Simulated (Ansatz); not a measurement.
## Run report: Ti₂O, single-point calculation

- system: Ti₂O (P-3m1, 3 atoms in the cell)
- method: DFT r2SCAN, scalar-relativistic, plane waves, PAW, spin-polarised (Ansatz 0.2.0)

The structure derives from an entry of the Crystallography Open Database. It belongs to a series of runs on one base structure; here: antiferromagnetic in the cell, signs +-. Figures and captions count atoms from 1; the log counts them from 0 in places.

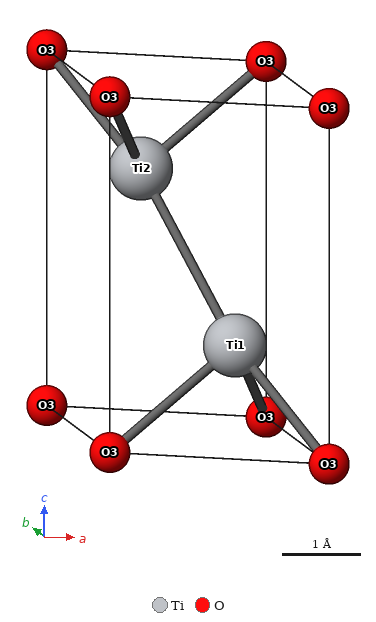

*The structure (ball-and-stick view of the cell of the calculation, seen slightly off an axis; atoms are numbered from 1 in the order of the input). An atom can appear more than once, as a periodic image.*

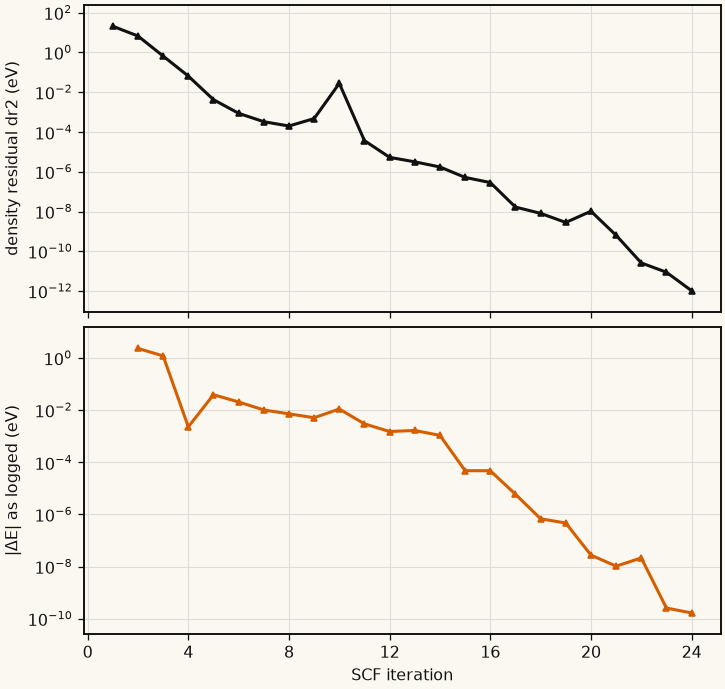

*Convergence of the self-consistent field: density residual dr2 and size of the energy change against the SCF iteration.*

The residual falls unevenly and jumps up by a factor of two or more 3 times on the way down.

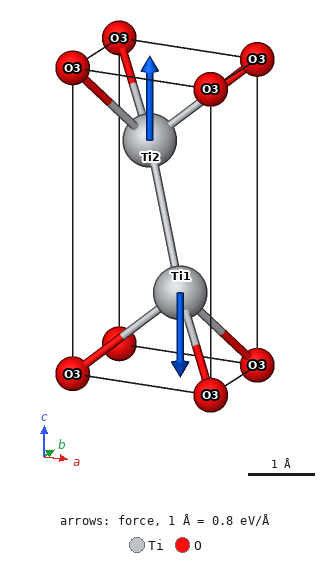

*Forces on the atoms as blue arrows (ball-and-stick view of the cell of the calculation, seen slightly off an axis; atoms are numbered from 1 in the order of the input).*

The largest act on Ti1, Ti2 (1.05 eV/Å). The geometry is not a stationary point of this energy.

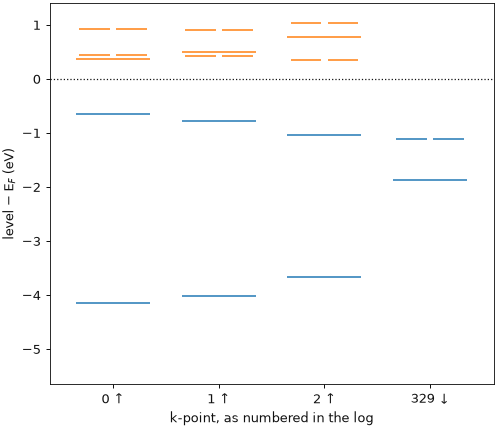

*Kohn–Sham levels near the Fermi level (dotted) at the few k-points that the log prints; levels within 0.02 eV of each other stand side by side.*

The system is metallic on the full mesh.

The input and output of the run follow.

**The input**
```yaml
crystal:
  lattice:
    - [2.9193980238, 0.0, 0.0]
    - [-1.4596990119, 2.5282728524, 0.0]
    - [0.0, 0.0, 4.713]
  atoms:
    - { symbol: Ti, position: [0.6666666667, 0.3333333333, 0.27874], spin: 1.0 }
    - { symbol: Ti, position: [0.3333333333, 0.6666666667, 0.72126], spin: -1.0 }
    - { symbol: O, position: [0.0, 0.0, 0.0] }
basis:
  ecutwfc: 500
kpoints:
  mp_grid: { grid: [18, 18, 10] }
hamiltonian:
  xc: r2scan
scf:
  occupations: { method: gaussian, width: 0.1 }
  lower_state_search: "off"
output:
  forces: true
  stress: true
  eigenvalues: true
  populations: true
magnetization:
  spin_polarized: true
```

Launch command:
```bash
ansatz run input.yaml --threads 1 --pin off --max-ram 2560MiB --backend cpu --events-out ev --progress --plain --runs-dir out
```

**Log**
```
Engine: ansatz 0.2.0, x86_64-unknown-linux-gnu
Pseudopotentials: kind: paw
Pseudopotential: Ti, paw, valence charge 12, recommended cutoff 500 eV (meta_gga), Ti.paw.azcp
Pseudopotential: O, paw, valence charge 6, recommended cutoff 500 eV (meta_gga), O.paw.azcp
Functional definition: r2SCAN
  parameter k0 = 0.174
  parameter k1 = 0.065
  parameter a1 = 4.9479
  exchange = r2scan_x(k0 = k0, k1 = k1, a1 = a1)
  correlation = r2scan_c
Crystal: 3 atoms, lattice volume = 34.787 Å³
Basis set: ecut = 500 eV, 881 PW (Γ), exchange–correlation on 96×96×144 points (64 copies of the dense FFT grid, shifted against one another)
Bands: 20, of which v1, the nominal top of the filled ones, is band 15 counted from 1 (14 counted from 0)
Symmetry: 6 space group operations
Space group: P3m1 (ITA 156), of the structure as read, at distance tolerance 3.3e-5 Å
Magnetic group: BNS 164.87 (UNI 1317), of the structure as read, at distance tolerance 3.3e-5 Å
k-points: 330 of 3240 (time reversal used)
Non-local potential: Ti, projectors of the file, l = 0: 3, l = 1: 2, l = 2: 3, l = 3: 1
Non-local potential: O, projectors of the file, l = 0: 2, l = 1: 2, l = 2: 1
PAW form: soft (Blöchl's): semilocal exchange-correlation on the pseudo side does not see the compensation charge
PAW frozen core: Ti, regenerated for the run's functional (the file was generated under x = pbe(κ = 0.804, μ = 0.2195149727645171), c = pbe(β = 0.06672455060314922))
PAW frozen core: O, regenerated for the run's functional (the file was generated under x = pbe(κ = 0.804, μ = 0.2195149727645171), c = pbe(β = 0.06672455060314922))
PAW one-centre angular grid: Ti, 590 points (default); XC on 160 Gauss nodes
PAW one-centre angular grid: O, 302 points (default); XC on 160 Gauss nodes
Initial density: superposition of atomic densities (chi_scale 0.1, normalization cell, long waves kept (reshape's long-wave potential 0.13 eV rms))
Starting moments: Σ|m| = 2 μB on 2 of 3 sites
Starting magnetic order: antiferromagnet; an inversion exchanges its spin sublattices: spin-degenerate at every k-point
Initial wavefunctions: pseudopotential atomic-orbital guess
Functional: x = r2scan, c = r2scan; τ floored in thin density (d = 2e-4 eV/Å³)
SCF iter   1: F=-5565.820738 eV  HF=-5584.053587 eV  |F-HF|=1.82e1  |Δ(HF+E_count)|=         —  Δρ=9.43e-2 (↑9.43e-2 ↓9.43e-2)  dr2=2.07e1  dr2_τ=1.00e-1  dr2_m=5.34e-1  M=-0.000 μB ∫|m|=0.915 μB  β_m=0.30  ethr=3.10e-3  ⟨swp⟩=4.6  Hψ=53323  notcnv=0
preconditioner: auto → none  [metal: Δε(μ)=0.006 eV  Ē_g=7.466 eV  σ=0.100 eV  W_gap=0.04  n_scr=8 (ndim 8)  ℏωp=23.6 eV  f_vac=0.000  D(μ)=0.74/eV (n_scr^D=2)  sad-step TF]
SCF iter   2: F=-5576.719391 eV  HF=-5581.713434 eV  |F-HF|=4.99e0  |Δ(HF+E_count)|=    2.34e0  Δρ=4.86e-2 (↑4.86e-2 ↓4.86e-2)  dr2=6.70e0  dr2_τ=4.47e-2  dr2_m=3.51e-1  M=-0.000 μB ∫|m|=0.775 μB  β_m=0.30  ethr=3.10e-3  ⟨swp⟩=2.0  Hψ=28646  notcnv=0  defer=394  κ⁻¹=1.0e0(r=1)
SCF iter   3: F=-5580.319479 eV  HF=-5580.503189 eV  |F-HF|=1.84e-1  |Δ(HF+E_count)|=    1.21e0  Δρ=2.92e-2 (↑2.92e-2 ↓2.92e-2)  dr2=6.57e-1  dr2_τ=2.01e-2  dr2_m=1.92e-1  M=0.000 μB ∫|m|=0.733 μB  β_m=0.30  ethr=3.10e-3  ⟨swp⟩=3.2  Hψ=30160  notcnv=0  defer=418  κ⁻¹=1.2e-1(r=2)
SCF iter   4: F=-5580.555452 eV  HF=-5580.505493 eV  |F-HF|=5.00e-2  |Δ(HF+E_count)|=   2.30e-3  Δρ=2.12e-2 (↑2.12e-2 ↓2.12e-2)  dr2=6.48e-2  dr2_τ=4.82e-3  dr2_m=1.16e-1  M=-0.000 μB ∫|m|=0.672 μB  β_m=0.30  ethr=2.19e-3  ⟨swp⟩=2.0  Hψ=25952  notcnv=0  defer=442  κ⁻¹=4.1e-3(r=3)
SCF iter   5: F=-5580.578437 eV  HF=-5580.544698 eV  |F-HF|=3.37e-2  |Δ(HF+E_count)|=   3.92e-2  Δρ=1.58e-2 (↑1.58e-2 ↓1.58e-2)  dr2=4.23e-3  dr2_τ=1.84e-3  dr2_m=7.76e-2  M=0.000 μB ∫|m|=0.602 μB  β_m=0.30  ethr=2.16e-4  ⟨swp⟩=2.4  Hψ=26118  notcnv=0  defer=442  κ⁻¹=7.4e-5(r=4)
SCF iter   6: F=-5580.584379 eV  HF=-5580.565434 eV  |F-HF|=1.89e-2  |Δ(HF+E_count)|=   2.07e-2  Δρ=1.27e-2 (↑1.27e-2 ↓1.25e-2)  dr2=8.70e-4  dr2_τ=9.91e-4  dr2_m=5.03e-2  M=-0.000 μB ∫|m|=0.547 μB  β_m=0.30  ethr=1.41e-5  ⟨swp⟩=2.0  Hψ=27502  notcnv=0  defer=442  κ⁻¹=7.3e-6(r=5)
SCF iter   7: F=-5580.588879 eV  HF=-5580.575612 eV  |F-HF|=1.33e-2  |Δ(HF+E_count)|=   1.02e-2  Δρ=1.06e-2 (↑1.01e-2 ↓1.06e-2)  dr2=3.29e-4  dr2_τ=6.38e-4  dr2_m=3.41e-2  M=0.000 μB ∫|m|=0.496 μB  β_m=0.30  ethr=2.90e-6  ⟨swp⟩=2.0  Hψ=24602  notcnv=0  defer=442  κ⁻¹=5.0e-6(r=6)
SCF iter   8: F=-5580.592246 eV  HF=-5580.582848 eV  |F-HF|=9.40e-3  |Δ(HF+E_count)|=   7.24e-3  Δρ=8.73e-3 (↑8.73e-3 ↓8.43e-3)  dr2=2.00e-4  dr2_τ=4.13e-4  dr2_m=2.34e-2  M=-0.000 μB ∫|m|=0.451 μB  β_m=0.30  ethr=1.10e-6  ⟨swp⟩=2.4  Hψ=25263  notcnv=0  defer=443
Mixer restart at iter 8: flushing history
spin-set hold released at iteration 8 (site moments contracting): the magnetisation degrees of freedom join the quasi-Newton model from the next iteration; the mixer history was flushed
SCF iter   9: F=-5580.594491 eV  HF=-5580.587990 eV  |F-HF|=6.50e-3  |Δ(HF+E_count)|=   5.14e-3  Δρ=7.51e-3 (↑6.80e-3 ↓7.51e-3)  dr2=4.73e-4  dr2_τ=2.75e-4  dr2_m=1.63e-2  M=0.000 μB ∫|m|=0.411 μB  β_m=0.30  ethr=6.67e-7  ⟨swp⟩=2.3  Hψ=23610  notcnv=0  defer=443  κ⁻¹=1.0e0(r=1)
SCF iter  10: F=-5580.575888 eV  HF=-5580.599115 eV  |F-HF|=2.32e-2  |Δ(HF+E_count)|=   1.11e-2  Δρ=7.06e-3 (↑7.06e-3 ↓1.23e-3)  dr2=2.78e-2  dr2_τ=3.00e-4  dr2_m=5.45e-3  M=-0.000 μB ∫|m|=0.314 μB  β_m=0.30  ethr=6.67e-7  ⟨swp⟩=2.6  Hψ=28890  notcnv=0  defer=444  κ⁻¹=2.9e-2(r=2)
SCF iter  11: F=-5580.603473 eV  HF=-5580.602103 eV  |F-HF|=1.37e-3  |Δ(HF+E_count)|=   2.99e-3  Δρ=1.29e-3 (↑1.25e-3 ↓1.29e-3)  dr2=3.68e-5  dr2_τ=4.61e-6  dr2_m=5.02e-4  M=0.000 μB ∫|m|=0.198 μB  β_m=0.30  ethr=6.67e-7  ⟨swp⟩=2.6  Hψ=29840  notcnv=0  defer=443  κ⁻¹=2.4e-4(r=3)
SCF iter  12: F=-5580.604547 eV  HF=-5580.603624 eV  |F-HF|=9.23e-4  |Δ(HF+E_count)|=   1.52e-3  Δρ=9.77e-4 (↑9.77e-4 ↓9.76e-4)  dr2=5.31e-6  dr2_τ=3.15e-6  dr2_m=3.00e-4  M=0.000 μB ∫|m|=0.157 μB  β_m=0.30  ethr=1.23e-7  ⟨swp⟩=2.6  Hψ=24543  notcnv=0  defer=442  κ⁻¹=1.2e-4(r=4)
SCF iter  13: F=-5580.605673 eV  HF=-5580.605296 eV  |F-HF|=3.78e-4  |Δ(HF+E_count)|=   1.67e-3  Δρ=6.09e-4 (↑6.09e-4 ↓6.08e-4)  dr2=3.16e-6  dr2_τ=1.20e-6  dr2_m=1.17e-4  M=0.000 μB ∫|m|=0.099 μB  β_m=0.30  ethr=1.77e-8  ⟨swp⟩=3.5  Hψ=31412  notcnv=0  defer=442  κ⁻¹=1.2e-4(r=5)
SCF iter  14: F=-5580.606425 eV  HF=-5580.606380 eV  |F-HF|=4.46e-5  |Δ(HF+E_count)|=   1.08e-3  Δρ=1.98e-4 (↑1.98e-4 ↓1.97e-4)  dr2=1.74e-6  dr2_τ=3.47e-7  dr2_m=1.16e-5  M=-0.000 μB ∫|m|=0.019 μB  β_m=0.30  ethr=1.05e-8  ⟨swp⟩=3.6  Hψ=34367  notcnv=0  defer=442  κ⁻¹=2.3e-5(r=6)
SCF iter  15: F=-5580.606454 eV  HF=-5580.606428 eV  |F-HF|=2.62e-5  |Δ(HF+E_count)|=   4.79e-5  Δρ=1.47e-4 (↑1.47e-4 ↓1.47e-4)  dr2=5.20e-7  dr2_τ=2.13e-7  dr2_m=6.48e-6  M=-0.000 μB ∫|m|=0.012 μB  β_m=0.30  ethr=5.79e-9  ⟨swp⟩=2.8  Hψ=24728  notcnv=0  defer=438  κ⁻¹=2.0e-5(r=7)
SCF iter  16: F=-5580.606479 eV  HF=-5580.606476 eV  |F-HF|=3.37e-6  |Δ(HF+E_count)|=   4.76e-5  Δρ=5.31e-5 (↑5.30e-5 ↓5.31e-5)  dr2=2.87e-7  dr2_τ=2.13e-8  dr2_m=8.08e-7  M=-0.000 μB ∫|m|=0.003 μB  β_m=0.30  ethr=1.73e-9  ⟨swp⟩=3.0  Hψ=26942  notcnv=0  defer=438  κ⁻¹=1.6e-6(r=8)
SCF iter  17: F=-5580.606482 eV  HF=-5580.606482 eV  |F-HF|=6.26e-7  |Δ(HF+E_count)|=   5.97e-6  Δρ=2.13e-5 (↑2.13e-5 ↓2.13e-5)  dr2=1.68e-8  dr2_τ=2.97e-9  dr2_m=1.35e-7  M=-0.000 μB ∫|m|=0.001 μB  β_m=0.30  ethr=3.33e-10  ⟨swp⟩=7.1  Hψ=70615  notcnv=0  κ⁻¹=4.0e-7(r=8)
SCF iter  18: F=-5580.606483 eV  HF=-5580.606482 eV  |F-HF|=2.85e-7  |Δ(HF+E_count)|=   6.83e-7  Δρ=1.44e-5 (↑1.44e-5 ↓1.44e-5)  dr2=8.12e-9  dr2_τ=1.50e-9  dr2_m=5.81e-8  M=-0.000 μB ∫|m|=0.001 μB  β_m=0.30  ethr=5.61e-11  ⟨swp⟩=5.0  Hψ=51268  notcnv=0  κ⁻¹=2.4e-7(r=8)
iter 19 did not close the SCF: its close was put off for a magnetic moment that had not settled (scf_convergence_deferred on its scf_iter line)
SCF iter  19: F=-5580.606483 eV  HF=-5580.606483 eV  |F-HF|=3.10e-8  |Δ(HF+E_count)|=   4.69e-7  Δρ=5.39e-6 (↑5.39e-6 ↓4.75e-6)  dr2=2.83e-9  dr2_τ=1.51e-10  dr2_m=7.82e-9  M=0.000 μB ∫|m|=0.000 μB  β_m=0.30  ethr=2.71e-11  ⟨swp⟩=5.0  Hψ=51329  notcnv=0  κ⁻¹=8.4e-6(r=8)
iter 20 did not close the SCF: its close was put off for a magnetic moment that had not settled (scf_convergence_deferred on its scf_iter line)
SCF iter  20: F=-5580.606483 eV  HF=-5580.606483 eV  |F-HF|=8.91e-9  |Δ(HF+E_count)|=   2.76e-8  Δρ=4.77e-6 (↑3.64e-6 ↓4.77e-6)  dr2=1.04e-8  dr2_τ=1.61e-10  dr2_m=4.65e-9  M=0.000 μB ∫|m|=0.000 μB  β_m=0.30  ethr=9.45e-12  ⟨swp⟩=1.0  Hψ=37479  notcnv=0  κ⁻¹=1.0e-5(r=8)
iter 21 did not close the SCF: its close was put off for a magnetic moment that had not settled (scf_convergence_deferred on its scf_iter line)
SCF iter  21: F=-5580.606483 eV  HF=-5580.606483 eV  |F-HF|=1.20e-8  |Δ(HF+E_count)|=   1.04e-8  Δρ=3.54e-6 (↑3.54e-6 ↓3.21e-6)  dr2=6.39e-10  dr2_τ=7.00e-11  dr2_m=3.50e-9  M=0.000 μB ∫|m|=0.000 μB  β_m=0.30  ethr=9.45e-12  ⟨swp⟩=1.0  Hψ=37216  notcnv=0  κ⁻¹=3.7e-6(r=8)
iter 22 did not close the SCF: its close was put off for a magnetic moment that had not settled (scf_convergence_deferred on its scf_iter line)
SCF iter  22: F=-5580.606483 eV  HF=-5580.606483 eV  |F-HF|=2.86e-10  |Δ(HF+E_count)|=   2.15e-8  Δρ=5.76e-7 (↑5.62e-7 ↓5.76e-7)  dr2=2.61e-11  dr2_τ=1.89e-12  dr2_m=8.74e-11  M=0.000 μB ∫|m|=0.000 μB  β_m=0.30  ethr=2.13e-12  ⟨swp⟩=1.0  Hψ=41216  notcnv=0  κ⁻¹=6.2e-6(r=8)
iter 23 did not close the SCF: its close was put off for a magnetic moment that had not settled (scf_convergence_deferred on its scf_iter line)
SCF iter  23: F=-5580.606483 eV  HF=-5580.606483 eV  |F-HF|=1.36e-10  |Δ(HF+E_count)|=  2.57e-10  Δρ=4.11e-7 (↑4.04e-7 ↓4.11e-7)  dr2=8.88e-12  dr2_τ=1.08e-12  dr2_m=4.69e-11  M=0.000 μB ∫|m|=0.000 μB  β_m=0.30  ethr=1.00e-12  ⟨swp⟩=1.0  Hψ=32005  notcnv=0  κ⁻¹=2.1e-6(r=8)
SCF iter  24: F=-5580.606483 eV  HF=-5580.606483 eV  |F-HF|=2.73e-11  |Δ(HF+E_count)|=  1.67e-10  Δρ=1.64e-7 (↑1.64e-7 ↓1.61e-7)  dr2=1.04e-12  dr2_τ=1.77e-13  dr2_m=7.96e-12  M=0.000 μB ∫|m|=0.000 μB  ethr=1.00e-12  ⟨swp⟩=1.0  Hψ=32655  notcnv=0
WARN: the starting moments were not kept: the SCF closed with an absolute magnetisation of 1.2e-5 μB, where they sum to 2 μB in size (2 sites). That is at most 0.1 of that sum. Measured as dr2_m measures the in/out step, that magnetisation stands 3.3e-11 eV from none, at or under the dr2_threshold of 1.0e-7 eV: it is no larger than a step whose dr2_m would equal this threshold. The system may hold no moment; this SCF shows only that its start led to no more than that. To try another start: raise the starting moments (crystal.atoms[].spin, magnetization.per_species, magnetization.initial_magnetization, or on a non-collinear deck that types none of these the spinor_matrix: blocks that start its atoms; where the total moment is fixed, keep their sum and leave initial_magnetization as it is; typed ones take the place of any that the run laid by itself, positive ones on a crystal's lanthanoids without a Hubbard term where scf.initial_density.shell_occupations: [] is typed) or, if the notice of its spin-set hold's release reads "site moments contracting" or "site moments show no strong build", lengthen the hold (scf.mixing.spin_hold: { on: { confirm: 4 } }; for m-r²SCAN on two components see the key's manual first). Each may lead to a state that holds a moment. A second SCF, from the converged charge density, with the starting moments and any scf.initial_density.shell_occupations laid on it anew, would have followed, and was not run: the deck does not ask for one (magnetization.retry_lost_moments is false, the default). To let it run, set magnetization.retry_lost_moments: true and run the deck again, where that key's refused combinations let it; where memory then withholds it, that run's warning says so.
SCF 1 converged in 24 iterations: F = -5580.606483 eV  dr2 = 1.04e-12
  greatest PAW one-centre occupation: 1.002 electrons in one spin orbital (limit 2), on the Ti atom at site 0 (counted from 0), in its partial waves of l = 1
this state was not tested for a lower state beside it, because the mixer in use, unlike msr1, does not test its closes by its own steps (another_mixer; see scf.mixing.algorithm and scf.lower_state_search)
SCF converged after 24 iterations
Magnetization: 0.0000 μB (15.0000 up, 15.0000 down)
Absolute magnetization: 0.0000 μB (∫|ρ↑−ρ↓|, with the PAW one-centre terms)
Spin contamination: 0.0000 ħ² per cell (⟨S²⟩ above its minimum at these occupations)
Per-site moments (μB) at R_I (Å): [(3.819353209774924e-6, 0.8815129394801346), (-3.7945427279620854e-6, 0.8815129394801346), (-2.7014131561518397e-9, 0.8815129394801346)]
Free energy (F): -5580.606483 eV
Harris-Foulkes:  -5580.606483 eV  (|F-HF|=2.73e-11)
Internal energy: -5580.602558 eV  (E = F + TS)
E sigma→0 (E₀):  -5580.604520 eV
Entropy (-TS):   -0.003925 eV (-1.308 meV/atom)
Fermi energy:    16.282137 eV
--- Per-component energies (eV) ---
  E_band       = -266.085202
  E_kinetic    = 728.537340
  E_local      = -1662.686068  (includes V_loc(G=0)·N_el)
  E_nonlocal   = 61.306168
  E_hartree    = 677.437046
  E_xc         = -262.485966
  E_vxc        = -375.484844  (∫ρ·V_xc dr)
  E_paw        = -2273.816877  (= ΣΔE_a)
  E_vpaw       = -397.520687  (= ΣTr[D̂ρ^β])
  E_aug_tail   = 0.001199  (compensation charges beyond the density's cutoff)
  E_vtau       = 24.887591  (kinetic-family band-sum trace: ∫τ·v_τ [+ j·A + Jᵃ·Aᵃ] dr)
  E_ewald      = -2848.356544
  E_core_change = -0.538855  (= ΣΔE_core)
  E_smearing   = -0.003925  (= −TS)
  E_closure    = -0.000000  (closes the sum)
  Σ components = -5580.606483   (vs F -5580.606483, Δ=0.00e0)
--- Forces (eV/Å), atoms counted from 1 ---
  atom   1  Ti    -0.00000000     0.00000000    -1.04895167
  atom   2  Ti     0.00000000    -0.00000000     1.04895142
  atom   3  O     -0.00000000    -0.00000000    -0.00000028
  max |Σ_I F_I| component: 5.41e-7 eV/Å
--- Stress (GPa, compression-positive) ---
        6.417732       0.000000      -0.000000
        0.000000       6.417732      -0.000000
       -0.000000       0.000000      14.220066
  P = ⅓ Tr σ = 9.0185 GPa (90.185 kbar)
--- Band table (eV; the first three rows and the last of 660) ---
  k-point 0 ↑: bands = ["-43.3836", "-43.1961", "-19.0796", "-18.2781", "-18.2781", "-18.1620", "-18.1508", "-18.1508", "-6.2633", "8.1917", "10.0220", "10.0220", "12.1314", "15.6288", "16.6577", "16.7208", "16.7208", "17.2145", "17.2145", "17.7412"]
  k-point 1 ↑: bands = ["-43.3810", "-43.1988", "-19.0606", "-18.2770", "-18.2770", "-18.1838", "-18.1519", "-18.1519", "-6.2559", "8.1334", "10.0130", "10.0130", "12.2626", "15.5086", "16.7172", "16.7172", "16.7887", "17.1916", "17.1916", "17.8606"]
  k-point 2 ↑: bands = ["-43.3738", "-43.2062", "-19.0058", "-18.2741", "-18.2741", "-18.2460", "-18.1548", "-18.1548", "-6.2366", "7.9916", "9.9897", "9.9897", "12.6175", "15.2511", "16.6351", "16.6351", "17.0639", "17.3120", "17.3120", "18.0885"]
  k-point 329 ↓: bands = ["-43.1948", "-43.1948", "-18.8060", "-18.8060", "-18.6894", "-18.5760", "-18.2558", "-18.2558", "-5.7162", "8.2342", "8.2342", "8.9390", "14.4166", "15.1697", "15.1698", "17.7397", "17.7397", "18.0411", "19.1363", "19.1363"]
--- Löwdin populations: 3 sites ---
  site symbol       q [e]    m [muB]
     0     Ti     11.4869     0.0000
     1     Ti     11.4869    -0.0000
     2      O      6.7701    -0.0000
  spilling = 0.008537 (of n_electrons = 30.000000)
```

**Summary**

| quantity | value |
| --- | --- |
| outcome | converged |
| space group (tolerance 0.01 Å) | P-3m1 (164) |
| electrons treated | 30 |
| free energy | −5580.6065 eV |
| Fermi energy | 16.282 eV |
| gap on the k-point mesh | none (metallic) |
| net moment of the cell | 0.00 μB |
| integrated absolute moment | 0.00 μB |
| pressure | 9.02 GPa |
| largest force (length of the vector) | 1.049 eV/Å |
| hardware | 1 thread of Intel Xeon @ 2.50GHz (Skylake/Cascade Lake), 189 GiB of memory available, shared host |
| wall time | 9.6 min |
| peak memory | 0.92 GiB |

**Notes**

The electronic state found may not be the lowest one. The program warns: some starting moments were not kept; the state was not tested for a lower one.
